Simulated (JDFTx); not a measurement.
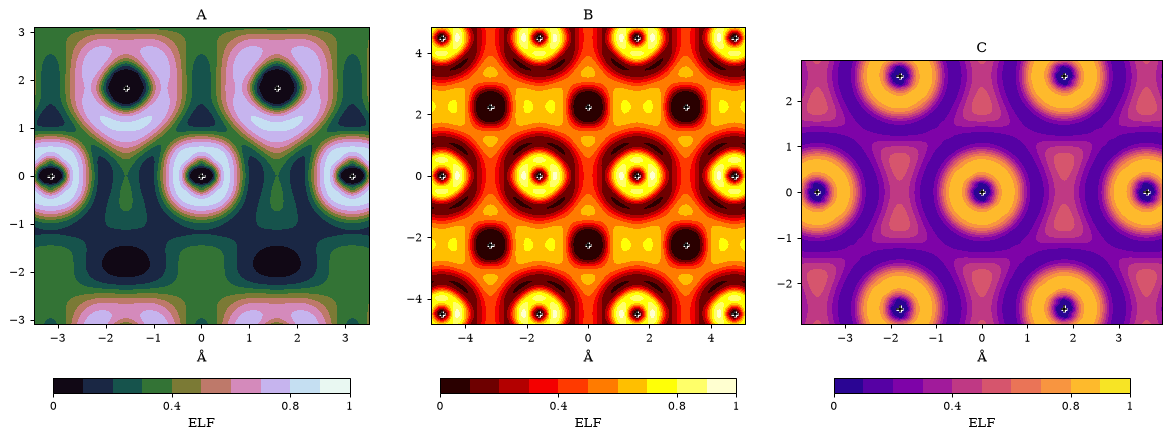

The electron localisation function of 3 systems, each on a plane through atoms (crosses mark nuclei in the plane).

Theory: Kohn-Sham DFT of a periodic cell, PBE, PseudoDojo-SR-PBE-0.5-standard in JDFTx.

System 1: MoP, the (110) plane of the conventional cell. Space group P-6m2; computed pressure about 13 GPa in this cell.

```
CELL_PARAMETERS angstrom
3.17944 0.00000 0.00000
-1.58972 2.75348 0.00000
0.00000 0.00000 3.14787
ATOMIC_POSITIONS crystal
Mo 0.00000 0.00000 0.00000
P 0.33333 0.66667 0.50000
```

System 2: TiAl, the (11̄0) plane of the conventional cell. Space group Pm-3m; a structure from a database of computed crystals, not necessarily the ambient phase.

System 3: Hf, the (011̄) plane of the conventional cell. Space group Im-3m; computed pressure about −5 GPa in this cell.

```cif
data_structure
_symmetry_space_group_name_H-M 'P 1'
_symmetry_Int_Tables_number 1
_cell_length_a 3.6100
_cell_length_b 3.6100
_cell_length_c 3.6100
_cell_angle_alpha 90.000
_cell_angle_beta 90.000
_cell_angle_gamma 90.000
_cell_volume 47.05
loop_
_atom_site_label
_atom_site_type_symbol
_atom_site_fract_x
_atom_site_fract_y
_atom_site_fract_z
_atom_site_occupancy
Hf1 Hf 0.00000 0.00000 0.00000 1
Hf2 Hf 0.50000 0.50000 0.50000 1
```

Q: Which map belongs to which system?

A: Panel A is system 1, MoP: the plane holds Mo and P. Mo–P (2.42 Å): the ELF peaks at about 0.80 in the valence shell of P, 0.8 Å from its nucleus, and is about 0.45 at the midpoint. Panel B is system 2, TiAl: the plane holds Ti and Al. Ti–Al (2.75 Å): the ELF is about 0.25 at the midpoint: no shared electron pair shows on this line. Panel C is system 3, Hf: the plane holds Hf. Hf–Hf (3.13 Å): the ELF is about 0.25 at the midpoint: no localised pair shows between them.
